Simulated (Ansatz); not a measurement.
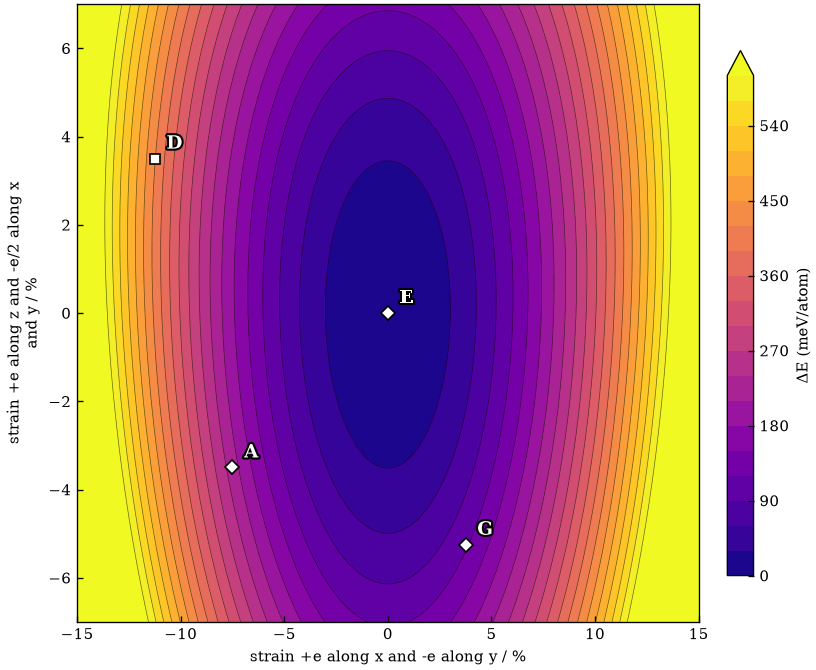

C (Fd-3m, No. 227; 2 atoms in the cell). The energy is mapped over two homogeneous strains (x, y and z along the cube axes). First axis: strain +e along x and -e along y. Second axis: strain +e along z and -e/2 along x and y. Nothing is relaxed (symmetry fixes all fractional coordinates). The grid has 9 × 9 points; 45 points were computed and 36 follow by symmetry. Points are written as (first, second). Energies are in meV/atom, from the lowest grid point. The band gap closes in part of the range. Theory: Ansatz 0.2.0, DFT PBE, scalar-relativistic, plane waves, PAW. Settings: cutoff 520 eV, k-mesh 12×12×12, gaussian smearing 0.05 eV, no spin polarisation.

Drawn: filled contours, one colour for all values above the top of the scale, lettered points. Between grid points the surface is interpolated.

Question: What kind of point is each of A, D, E, G: minimum, saddle, maximum or slope?

Answer: A: on a slope; D: on a slope; E: minimum; G: on a slope. (In these two coordinates alone; a stationary point may lie a little off the grid point.)

Question: Which space group has the cell at each letter?

Answer: A: Fddd; D: Fddd; E: Fd-3m; G: Fddd.

Question: Rank the lettered points by energy, lowest first.

Answer: E (0 meV/atom), G (116 meV/atom), A (224 meV/atom), D (422 meV/atom).

PAW datasets: the set soft_1.
